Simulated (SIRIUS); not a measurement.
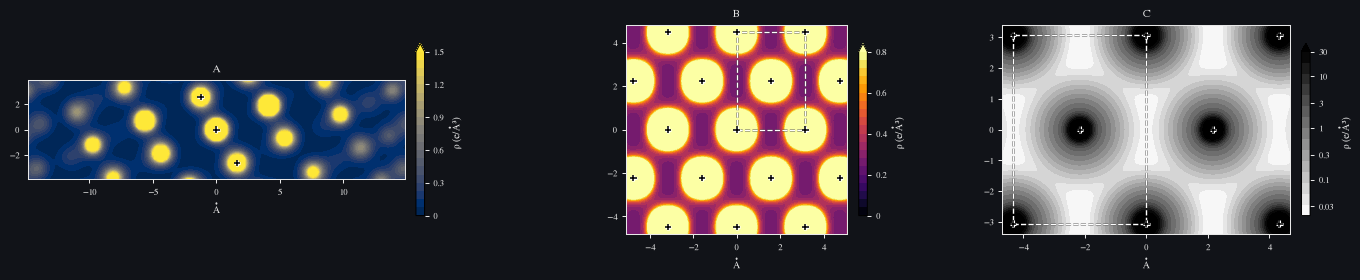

The total electron density of 3 systems, each on a plane through atoms (crosses mark nuclei in the plane).

All numbers below come from SIRIUS 7.12.0, Kohn-Sham DFT of a periodic cell, PBEsol, all-electron FP-LAPW.

System 1: CsBr, the (011) plane of the conventional cell. Space group Pm-3m; a structure from a database of computed crystals, not necessarily the ambient phase.

```
CELL_PARAMETERS angstrom
4.32562 0.00000 0.00000
0.00000 4.32562 0.00000
0.00000 0.00000 4.32562
ATOMIC_POSITIONS crystal
Cs 0.00000 0.00000 0.00000
Br 0.50000 0.50000 0.50000
```

System 2: Bi₂Se₃, the (111) plane of the conventional cell. Space group R-3m.

```
Bi Se
1.0
     4.14300    0.00000    0.00000
    -2.07150    3.58794    0.00000
     0.00000    0.00000   28.63600
Bi Se
6 9
Cartesian
  0.0000 2.3920 7.6135
  0.0000 0.0000 17.1587
  2.0715 1.1960 26.7039
  0.0000 2.3920 1.9321
  0.0000 0.0000 11.4773
  2.0715 1.1960 21.0225
  2.0715 1.1960 3.4830
  0.0000 2.3920 13.0285
  0.0000 0.0000 22.5738
  0.0000 0.0000 6.0622
  2.0715 1.1960 15.6075
  0.0000 2.3920 25.1530
  0.0000 0.0000 0.0000
  2.0715 1.1960 9.5452
  0.0000 2.3920 19.0908
```

System 3: Mo, the (011̄) plane of the conventional cell. Space group Im-3m; a structure from a database of computed crystals, not necessarily the ambient phase.

```
Mo
1.0
     3.16762    0.00000    0.00000
     0.00000    3.16762    0.00000
     0.00000    0.00000    3.16762
Mo
2
Direct
  0.00000 0.00000 0.00000
  0.50000 0.50000 0.50000
```

Question: Which map belongs to which system?

Answer: Panel A is system 2, Bi₂Se₃: the plane holds Bi and Se. Bi–Se (2.85 Å): the density is about 0.34 e/Å³ at the midpoint. Panel B is system 3, Mo: the plane holds Mo. Mo–Mo (2.74 Å): ρ is about 0.37 e/Å³ halfway. Panel C is system 1, CsBr: the plane holds Cs and Br. Cs–Br (3.75 Å): ρ at the midpoint is about 0.06 e/Å³.
